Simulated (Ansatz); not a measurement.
## Run report: BaZrO3, single-point calculation (part 1 of 2)

The run: single-point calculation of BaZrO3 (Pm-3m, 5 atoms in the cell). Method and program: DFT, PBE, plane waves, PAW, spin-orbit coupling (Ansatz 0.2.0).

The structure was built on a prototype by a generator; it need not be a known phase. Figures and captions count atoms from 1; the log counts them from 0 in places.

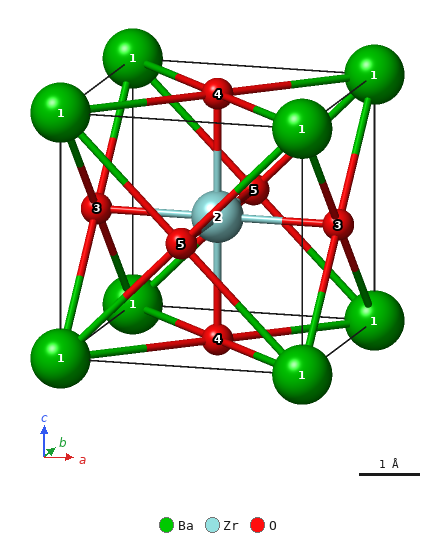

Fig. 1: The structure (ball-and-stick view of the cell of the calculation, seen slightly off an axis; atoms are numbered from 1 in the order of the input).

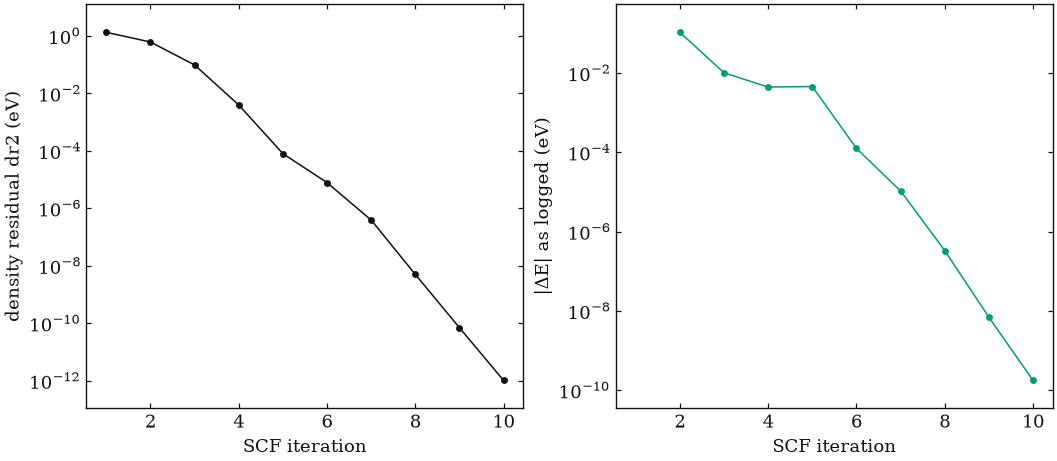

Fig. 2: Convergence of the self-consistent field: density residual dr2 and size of the energy change against the SCF iteration. The residual falls at every step.

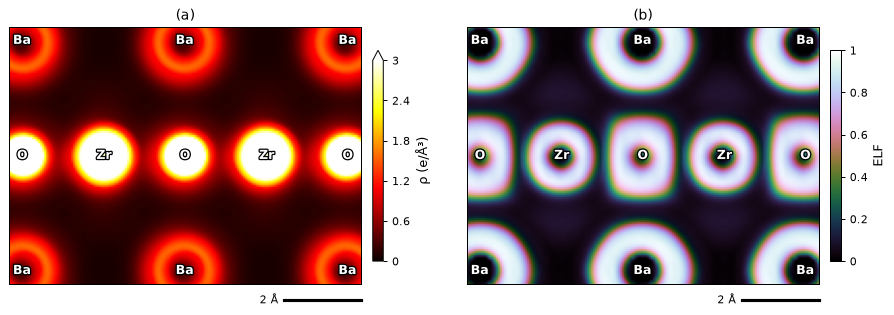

Fig. 3: (a) valence pseudo-density; (b) ELF on the (101̄) plane of the conventional cell. Atoms in the plane: Ba, Zr and O. Zr–O (2.11 Å): ρ at the midpoint is about 0.65 e/Å³; the ELF peaks at about 0.85 in the valence shell of O, 0.6 Å from its nucleus, and drops to about 0.20 between the two atoms. Away from the nuclei the density in this plane falls to 0.03 e/Å³ at its lowest. The strong features right at Ba and Zr lie inside the PAW spheres (semicore, d or f shells) and say nothing about bonding. Core electrons are frozen (PAW), so the fields are smoothed inside the atomic spheres.

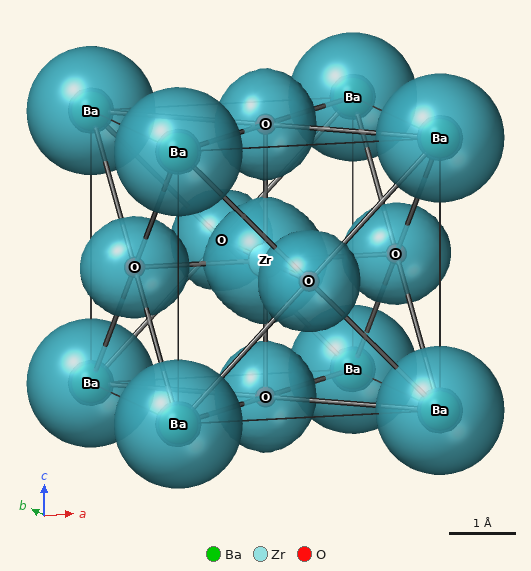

Fig. 4: Isosurface of the valence pseudo-density at 0.8 e/Å³ (cyan), seen slightly off an axis. Sticks mark near contacts. The outline is the cell set on symmetry axes. At this value the density breaks into separate islands; it holds about 65 % of the electrons treated as valence (semicore included). It is pinched off along the Zr–O (2.11 Å) and Ba–O (2.99 Å) contacts. On the grid the lowest density along these lines, outside the cores, is 0.63 e/Å³ (Zr–O, 2.11 Å) and 0.13 e/Å³ (Ba–O, 2.99 Å).

These pictures come from the run below.

## Input
```yaml
crystal:
  lattice:
    - [4.2271748875, 0.0, 0.0]
    - [0.0, 4.2271748875, 0.0]
    - [0.0, 0.0, 4.2271748875]
  atoms:
    - { symbol: Ba, position: [0.0, 0.0, 0.0] }
    - { symbol: Zr, position: [0.5, 0.5, 0.5] }
    - { symbol: O, position: [0.0, 0.5, 0.5] }
    - { symbol: O, position: [0.5, 0.5, 0.0] }
    - { symbol: O, position: [0.5, 0.0, 0.5] }
basis:
  ecutwfc: 420
  ecutrho_ratio: 4
kpoints:
  mp_grid: { grid: [6, 6, 6] }
hamiltonian:
  xc: pbe
scf:
  occupations: { method: gaussian, width: 0.05 }
  n_extra_bands: 1
output:
  forces: true
  stress: true
  write_density: true
  write_potential: true
  elf: true
  volumetric_format: npy
magnetization:
  noncollinear: true
  spin_orbit: true
accuracy: high
```

Command:
```bash
ansatz run input.yaml --threads 4 --pin off --max-ram 7168MiB --backend cpu --events-out ev --progress --plain --runs-dir out
```

## Output
```
scf.n_extra_bands = 1 over 40 filled bands (N_el = 40.0): the run solves 41 bands
Engine: ansatz 0.2.0, aarch64-unknown-linux-gnu
Pseudopotentials: kind: paw_fr
Pseudopotential: Ba, paw_fr, valence charge 10, recommended cutoff 420 eV (normal), Ba.paw.azcp#standard-fr
Pseudopotential: Zr, paw_fr, valence charge 12, recommended cutoff 420 eV (normal), Zr.paw.azcp#standard-fr
Pseudopotential: O, paw_fr, valence charge 6, recommended cutoff 420 eV (normal), O.paw.azcp#standard-fr
Functional definition: PBE
  parameter kappa = 0.804
  parameter beta = 0.06672455060314922
  exchange = pbe_x(kappa = kappa, mu = beta*pi^2/3)
  correlation = pbe_c(beta = beta)
non-collinear run that drives no moment, with spin-orbit: no starting moment large enough to seed its density (crystal.atoms[].spin), no starting occupations that ask for one, no magnetisation constraint and no magnetic field, so the semilocal B_xc is pinned to zero
Crystal: 5 atoms, lattice volume = 75.535 Å³
Basis set: ecut = 420 eV, 1419 PW (Γ), exchange–correlation on 72×72×72 points (8 copies of the dense FFT grid, shifted against one another)
Bands: 41, of which v1, the nominal top of the filled ones, is band 40 counted from 1 (39 counted from 0)
Symmetry: 48 space group operations + 48 with time reversal
Magnetic group: BNS 221.93 (UNI 1595), of the structure as read, at distance tolerance 4.2e-5 Å
k-points: 20 of 216
Projection manifold: j_resolved (fully-relativistic pseudo-atomic orbitals)
Non-local potential: Ba, projectors of the file, l = 0: 3, l = 1: 4, l = 2: 4, l = 3: 4
Non-local potential: Zr, projectors of the file, l = 0: 3, l = 1: 4, l = 2: 4, l = 3: 4
Non-local potential: O, projectors of the file, l = 0: 2, l = 1: 4, l = 2: 2
PAW form: soft (Blöchl's): semilocal exchange-correlation on the pseudo side does not see the compensation charge
PAW one-centre angular grid: Ba, 194 points (default); XC on 64 Gauss nodes
PAW one-centre angular grid: Zr, 590 points (default); XC on 64 Gauss nodes
PAW one-centre angular grid: O, 110 points (default); XC on 64 Gauss nodes
Initial density: superposition of atomic densities (chi_scale 0.1, normalization cell, long waves kept (reshape's long-wave potential 0.00 eV rms))
Initial wavefunctions: pseudopotential atomic-orbital guess
Functional: x = pbe(κ = 0.804, μ = 0.2195149727645171), c = pbe(β = 0.06672455060314922)
SCF iter   1: F=—  HF=-11850.419966 eV  |F-HF|=—  |Δ(HF+E_count)|=         —  Δρ=4.98e-2  dr2=1.33e0  dr2_m=0.00e0 (ungated)  ethr=3.10e-3  |M|=0.00e0 ∫|m|=0.00e0 μB  |m|>n=0.0e0 m-floor=0.0e0 τ_xc=0.0e0  β_m=0.30  ⟨swp⟩=7.5  Hψ=4650  notcnv=0
preconditioner: auto → Resta (q_TF=auto, 2.454 Å⁻¹)  ε∞=5.5  [insulator: Δε(μ)=2.784 eV  Ē_g=11.040 eV  σ=0.050 eV  W_gap=1.00  n_scr=18 (ndim 8)  ℏωp=23.4 eV  f_vac=0.000  D(μ)=0.00/eV (n_scr^D=0)  ε∞_Penn≈5.5]
spin=Noncollinear: Resta preconditioning applied to the charge; magnetization (m_x, m_y, m_z) channels mix plain (no charge-response kernel on spin).
SCF iter   2: F=—  HF=-11850.314413 eV  |F-HF|=—  |Δ(HF+E_count)|=   1.06e-1  Δρ=3.12e-2  dr2=6.13e-1  dr2_m=0.00e0 (ungated)  ethr=3.10e-3  |M|=0.00e0 ∫|m|=0.00e0 μB  |m|>n=0.0e0 m-floor=0.0e0 τ_xc=0.0e0  β_m=0.55  ⟨swp⟩=1.9  Hψ=1099  notcnv=0
SCF iter   3: F=—  HF=-11850.304277 eV  |F-HF|=—  |Δ(HF+E_count)|=   1.01e-2  Δρ=1.29e-2  dr2=9.75e-2  dr2_m=0.00e0 (ungated)  ethr=1.53e-3  |M|=0.00e0 ∫|m|=0.00e0 μB  |m|>n=0.0e0 m-floor=0.0e0 τ_xc=0.0e0  β_m=0.58  ⟨swp⟩=3.1  Hψ=1612  notcnv=0
SCF iter   4: F=—  HF=-11850.308700 eV  |F-HF|=—  |Δ(HF+E_count)|=   4.42e-3  Δρ=3.08e-3  dr2=3.94e-3  dr2_m=0.00e0 (ungated)  ethr=2.44e-4  |M|=0.00e0 ∫|m|=0.00e0 μB  |m|>n=0.0e0 m-floor=0.0e0 τ_xc=0.0e0  β_m=0.79  ⟨swp⟩=3.0  Hψ=1581  notcnv=0
SCF iter   5: F=—  HF=-11850.313252 eV  |F-HF|=—  |Δ(HF+E_count)|=   4.55e-3  Δρ=3.65e-4  dr2=7.99e-5  dr2_m=0.00e0 (ungated)  ethr=9.85e-6  |M|=0.00e0 ∫|m|=0.00e0 μB  |m|>n=0.0e0 m-floor=0.0e0 τ_xc=0.0e0  β_m=0.90  ⟨swp⟩=2.0  Hψ=1578  notcnv=0
SCF iter   6: F=—  HF=-11850.313378 eV  |F-HF|=—  |Δ(HF+E_count)|=   1.25e-4  Δρ=9.09e-5  dr2=7.83e-6  dr2_m=0.00e0 (ungated)  ethr=2.00e-7  |M|=0.00e0 ∫|m|=0.00e0 μB  |m|>n=0.0e0 m-floor=0.0e0 τ_xc=0.0e0  β_m=0.95  ⟨swp⟩=2.0  Hψ=1478  notcnv=0
SCF iter   7: F=—  HF=-11850.313388 eV  |F-HF|=—  |Δ(HF+E_count)|=   1.06e-5  Δρ=2.23e-5  dr2=3.90e-7  dr2_m=0.00e0 (ungated)  ethr=1.96e-8  |M|=0.00e0 ∫|m|=0.00e0 μB  |m|>n=0.0e0 m-floor=0.0e0 τ_xc=0.0e0  β_m=0.97  ⟨swp⟩=2.0  Hψ=1430  notcnv=0
iter 8 met the thresholds in force, and the SCF goes on for the forces or the stress (scf.convergence.dr2_threshold)
SCF iter   8: F=-11850.313389 eV  HF=-11850.313389 eV  |F-HF|=5.78e-9  |Δ(HF+E_count)|=   3.32e-7  Δρ=2.82e-6  dr2=5.00e-9  dr2_m=0.00e0 (ungated)  ethr=2.50e-10  |M|=0.00e0 ∫|m|=0.00e0 μB  |m|>n=0.0e0 m-floor=0.0e0 τ_xc=0.0e0  β_m=0.99  ⟨swp⟩=11.6  Hψ=7434  notcnv=0
SCF iter   9: F=—  HF=-11850.313389 eV  |F-HF|=—  |Δ(HF+E_count)|=   6.92e-9  Δρ=4.19e-7  dr2=6.97e-11  dr2_m=0.00e0 (ungated)  ethr=1.25e-11  |M|=0.00e0 ∫|m|=0.00e0 μB  |m|>n=0.0e0 m-floor=0.0e0 τ_xc=0.0e0  β_m=0.99  ⟨swp⟩=2.0  Hψ=1308  notcnv=0
SCF iter  10: F=-11850.313389 eV  HF=-11850.313389 eV  |F-HF|=5.46e-12  |Δ(HF+E_count)|=  1.76e-10  Δρ=5.10e-8  dr2=1.02e-12  dr2_m=0.00e0 (ungated)  ethr=1.00e-12  |M|=0.00e0 ∫|m|=0.00e0 μB  |m|>n=0.0e0 m-floor=0.0e0 τ_xc=0.0e0  ⟨swp⟩=5.0  Hψ=4096  notcnv=0
SCF 1 converged in 10 iterations: F = -11850.313389 eV  dr2 = 1.02e-12
  greatest PAW one-centre occupation: 0.995 electrons in one spin orbital (limit 2), on the Zr atom at site 1 (counted from 0), in its partial waves of l = 0
SCF converged after 10 iterations
Magnetization: |M| = 0.0000 μB,  M = (+0.0000, +0.0000, +0.0000) μB
Absolute magnetization: 0.0000 μB (∫|m|)
  site 0: m = (+0.0000, +0.0000, +0.0000) μB, |m| = 0.0000 μB  (R = 1.23 Å)
  site 1: m = (+0.0000, +0.0000, +0.0000) μB, |m| = 0.0000 μB  (R = 0.87 Å)
  site 2: m = (+0.0000, +0.0000, +0.0000) μB, |m| = 0.0000 μB  (R = 0.87 Å)
  site 3: m = (+0.0000, +0.0000, +0.0000) μB, |m| = 0.0000 μB  (R = 0.87 Å)
  site 4: m = (+0.0000, +0.0000, +0.0000) μB, |m| = 0.0000 μB  (R = 0.87 Å)
Free energy (F): -11850.313389 eV
Harris-Foulkes:  -11850.313389 eV  (|F-HF|=5.46e-12)
Internal energy: -11850.313389 eV  (E = F + TS)
E sigma→0 (E₀):  -11850.313389 eV
Fermi energy:    11.078821 eV
--- Per-component energies (eV) ---
  E_band       = -105.813076
  E_kinetic    = 1030.787792
  E_local      = -1969.344363  (includes V_loc(G=0)·N_el)
  E_nonlocal   = 275.803592
  E_hartree    = 696.237159
  E_xc         = -555.361313
  E_vxc        = -614.460337  (∫ρ·V_xc dr)
  E_paw        = -8657.502524  (= ΣΔE_a)
  E_vpaw       = -221.081464  (= ΣTr[D̂ρ^β])
  E_aug_tail   = 0.007393  (compensation charges beyond the density's cutoff)
  E_ewald      = -2670.941125
  E_smearing   = -0.000000  (= −TS)
  E_closure    = -0.000000  (closes the sum)
  Σ components = -11850.313389   (vs F -11850.313389, Δ=0.00e0)
```
